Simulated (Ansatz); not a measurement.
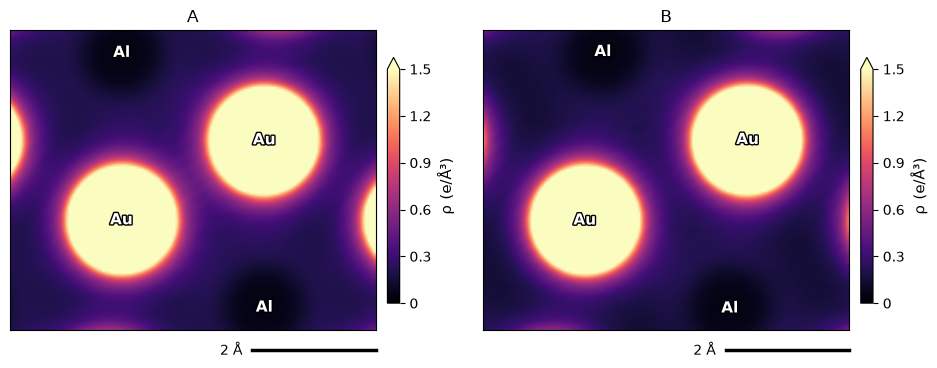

AlAu$_{2}$. The valence charge density (pseudo) of two cells that differ in size and shape, on the (001) plane of each (indices in the axes of the calculation cell), at one length scale and on one colour scale: B has 16.7 Å³ an atom and A 15.6.

All numbers below come from DFT LDA, scalar-relativistic, plane waves, PAW in Ansatz 0.2.0.

Core electrons are frozen (PAW), and the valence fields are smoothed inside the atomic spheres.

The larger cell:

```
Al Au
1.0
    -1.63580    1.63580    4.67500
     1.63580   -1.63580    4.67500
     1.63580    1.63580   -4.67500
Al Au
1 2
Direct
  0.00000 0.00000 0.00000
  0.65704 0.65704 0.00000
  0.34296 0.34296 0.00000
```

The smaller cell: a = 4.829 Å, b = 4.829 Å, c = 4.829 Å, α = 139.57°, β = 139.57°, γ = 58.51°.

> What changes from the larger cell to the smaller?

From the larger cell to the smaller, Al–Au goes from 2.74 to 2.71 Å, and the density at its midpoint from 0.31 to 0.33 e/Å³; Au–Au goes from 2.94 to 2.65 Å, and the density at its midpoint from 0.28 to 0.47 e/Å³; the pressure goes from −9 to 2.2 GPa.
